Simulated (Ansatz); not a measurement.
System: Rb.

```
Rb
1.0
     2.96950   -1.48475    2.96950
     2.96950    2.96950   -1.48475
    -1.48475    2.96950    2.96950
Rb
1
Direct
  0.00000 0.00000 0.00000
```

Space group Pm-3m; computed without spin polarisation.

The calculation used Ansatz, DFT PBE, scalar-relativistic, plane waves, PAW.

**What will maps of the valence pseudo-density and electron localisation function show?**

Rb–Rb (4.45 Å): ρ is about 0.02 e/Å³ halfway; the ELF is about 0.05 at the midpoint; no localised pair shows between them.

**Does the calculation give a band gap?**

It is metallic or semimetallic at this level of theory: no gap opens.

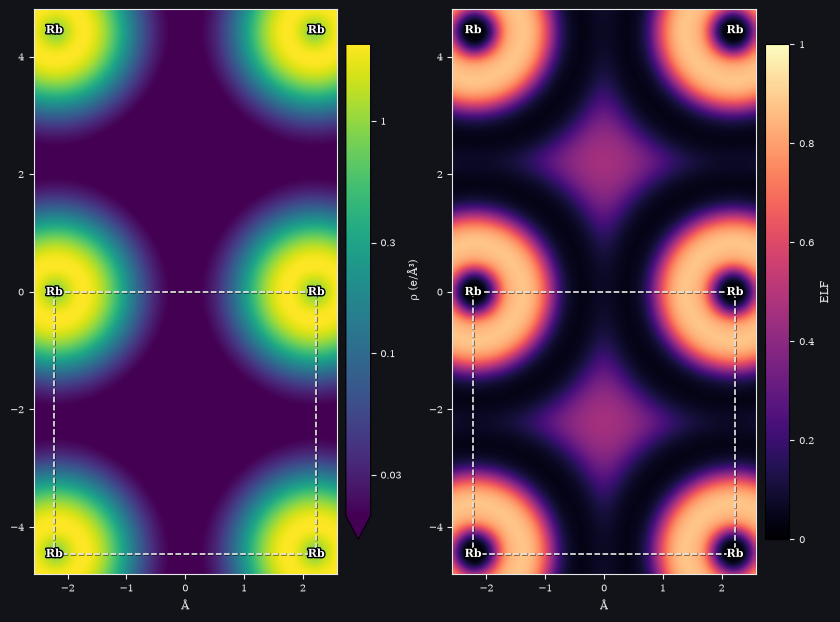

Computed valence pseudo-density and electron localisation function on the (001) plane of the conventional cell, in this order. 

The density is the valence pseudo-density of a PAW calculation; it isn't the true density close to the nuclei.
